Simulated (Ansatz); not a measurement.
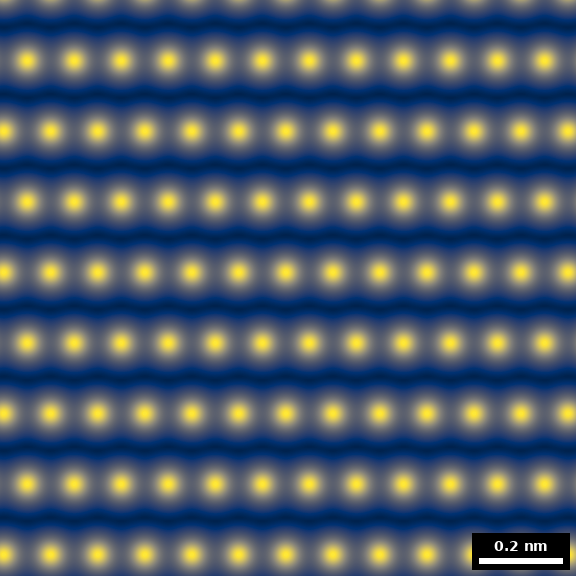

Projected-potential map of V. Computed as the sum of neutral-atom potentials (tabulated electron scattering factors, B = 0.5 Å²) projected along the beam and smoothed by 0.25 Å; brighter is more positive. The display is stretched by a gamma of 0.6; percentages refer to the linear signal.

**What two-dimensional lattice does the image show, and how large is its cell?**

The pattern repeats on a centred rectangular net of 1.1 × 3.4 Å.

**What is the plane group of the image?**

c2mm: perpendicular mirror lines on a centred net, with further twofold points between them.

**How many columns does the smallest repeating cell hold, and how many levels of brightness?**

1 column in the primitive cell of 2.0 Å², all of one brightness.

The crystal is V (Pm-3m, No. 221) seen along [221]. Structure used: a calculation's starting geometry; the starting structure was generated, so it need not be a known form of this composition.
